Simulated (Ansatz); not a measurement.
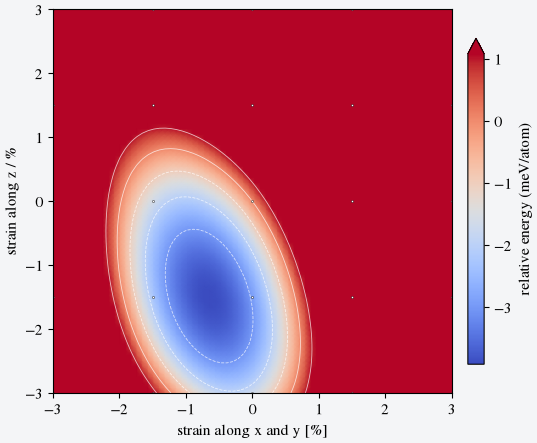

Sn (I4_1/amd, No. 141; 2 atoms in the cell). The cell is strained homogeneously, by one strain along x and y and another along z, with fractional coordinates fixed (x along [1 0 0], z along [0 0 1] of the conventional cell). Coordinates scanned: (1) strain along x and y; (2) strain along z. The grid has 5 × 5 points. Energies: meV/atom, counted from the unstrained cell. The reference cell is the one listed in the database, not relaxed at this level. The calculation used DFT PBEsol, scalar-relativistic, plane waves, PAW (Ansatz). Settings: cutoff 420 eV, k-mesh 16×16×16, gaussian smearing 0.15 eV, no spin polarisation.

The picture shows a smooth colour map with a few white contour lines, dots at the grid points, one colour for all values above the top of the scale. Between grid points the surface is interpolated.

**Estimate the clamped-ion elastic constants that this map fixes.**

With the cell volume of 55.3 Å³, the curvatures of the interpolated surface at its minimum give C₁₁ + C₂₂ + 2C₁₂ ≈ 280 GPa, C₃₃ ≈ 108 GPa and C₁₃ + C₂₃ ≈ 57 GPa (clamped ions, Cartesian axes of the cell). A stretch of 1 % along z with free sides (kept equal in x and y) would change the in-plane lengths by about −0.21 %.
